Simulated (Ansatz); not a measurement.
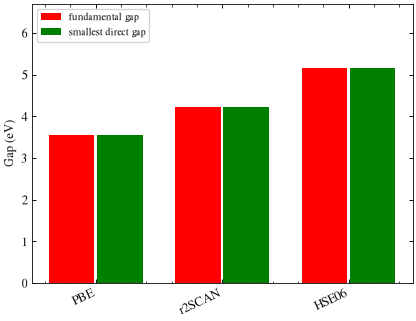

Gaps of MgO, space group P6_3mc (No. 186), 4 atoms in the cell, wurtzite type, at several levels of theory on one cell (Ansatz, plane waves and PAW; edges over the mesh and the special points).

> How does the gap depend on the level, and does its kind change?

In rising order: PBE 3.56 eV, r2SCAN 4.22 eV and HSE06 5.16 eV. It is direct at every level.
